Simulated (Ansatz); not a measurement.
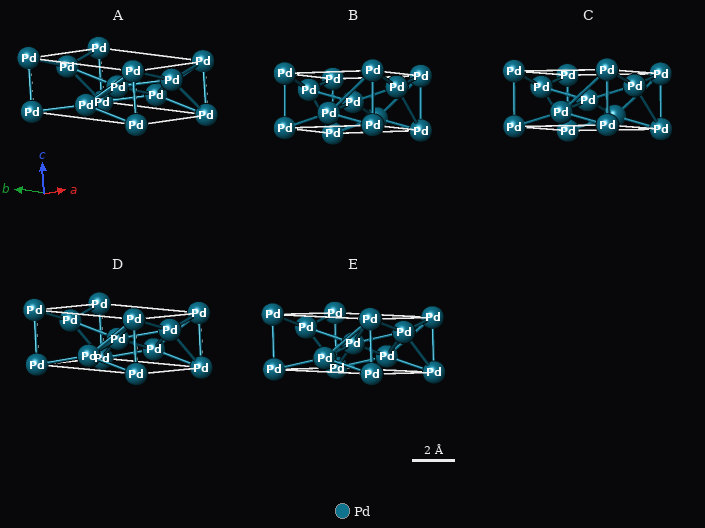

5 geometries from one relaxation of solid Pd (a generated structure, set up in I4_1/amd), in shuffled order. Style: ball-and-stick. Shown: the conventional cell (2 times the calculation's cell), from a free direction. Lengths and directions refer to the drawn axes.

Phase: beta-Sn type.

Level of theory: DFT, PBE, plane waves (420 eV) with PAW, scalar-relativistic (Ansatz 0.2.0). Set-up: plane-wave cutoff 420 eV; k-point mesh 13 × 13 × 9; occupations fermi dirac; smearing width 0.1 eV; no spin polarisation; cell and atoms relaxed; force threshold 0.01 eV/Å; at most 60 steps.

Q: Put them in the order of the run, from the start to the converged end.

A: B, C, E, D, A. They are steps 0, 5, 8, 10, 25, at +273 meV per atom, +197 meV per atom, +106 meV per atom, +72.6 meV per atom relative to the last. The largest moves relative to the cell, 0.071 Å, are those of Pd atoms. The volume changes by +4.2 %, with a = b 4.837 → 5.339 Å (+10.4 %), c 2.641 → 2.694 Å (+2.0 %), α 90.0° → 75.4°, β 90.0° → 75.4°, γ 90.0° → 110.6°. Near-neighbour distances that change, for instance: Pd–Pd 3.666 → 2.723 Å, Pd–Pd 3.126 → 2.808 Å, Pd–Pd 2.507 → 2.808 Å, Pd–Pd 2.507 → 2.705 Å. New bonds form: Pd–Pd (3.67 → 2.72 Å). The space group (tolerance 0.01 Å) goes from I4_1/amd (No. 141) to Cmcm (No. 63). Over 21 accepted moves (25 points after the start) the energy falls by 273 meV per atom. Largest force component: 0.00011 eV/Å at the start, 0.00022 eV/Å at the end. Pressure: 15.89 GPa at the start and −0.03 GPa at the end. The line search rejected the trial step at point 21 of the run. At 3 points the geometry stayed and the basis and grid were re-selected for the new cell (energy shift of 38.1 meV per atom at most each time). Cost: 7.4 min on 1 thread of Intel(R) Xeon(R) Platinum 8259CL CPU @ 2.50GHz (Skylake/Cascade Lake), on a shared host, peak memory 0.72 GiB.
